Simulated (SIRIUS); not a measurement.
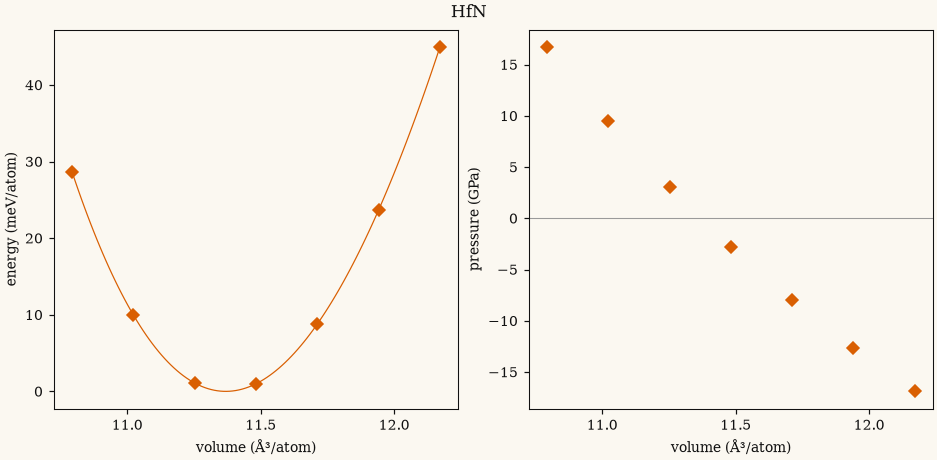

Calculation (SIRIUS 7.12.0): plane-wave DFT, no spin polarisation; energies at scaled volumes of the given cell, shape and fractions fixed, counted from the fit's minimum, third-order Birch-Murnaghan fit. Level: PBEsol.

- k mesh: 10×10×10
- occupations: Fermi–Dirac
- smearing width: 0.05 eV
- potentials: dojo sr pbesol 0.4.1 standard
- wave cutoff: 1152 eV
- density cutoff: 4606 eV

Cell as given: a = 3.190 Å, b = 3.190 Å, c = 3.190 Å, α = 60.00°, β = 60.00°, γ = 60.00°; 2 atoms.

**Figure.** Energy and pressure against volume for HfN, space group Fm-3m (No. 225).

A third-order Birch–Murnaghan fit gives V0 = 11.37 Å³/atom, B0 = 287 GPa and B′ = 4.3. The energy is 28.63 meV/atom at volume 10.79 Å³/atom and 44.89 meV/atom at 12.17 Å³/atom; the lowest computed point is at volume 11.48 Å³/atom (0.99 meV/atom), in a single well. The pressure falls from 16.67 GPa at volume 10.79 Å³/atom to −16.89 GPa at 12.17 Å³/atom, and changes sign near 11.37 Å³/atom.
